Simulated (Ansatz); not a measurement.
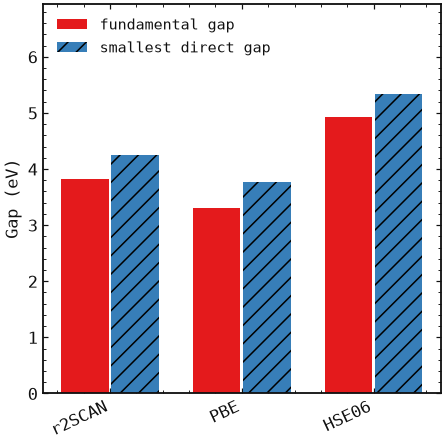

Gaps of ZrO₂, space group I4/mmm (No. 139), 3 atoms in the cell, fluorite type, uniaxial (z) strain +0.5%, at several levels of theory on one cell (Ansatz, plane waves and PAW; edges over the mesh and the special points).

> How does the gap depend on the level, and does its kind change?

In rising order: PBE 3.31 eV, r2SCAN 3.83 eV and HSE06 4.92 eV. It is indirect at every level.
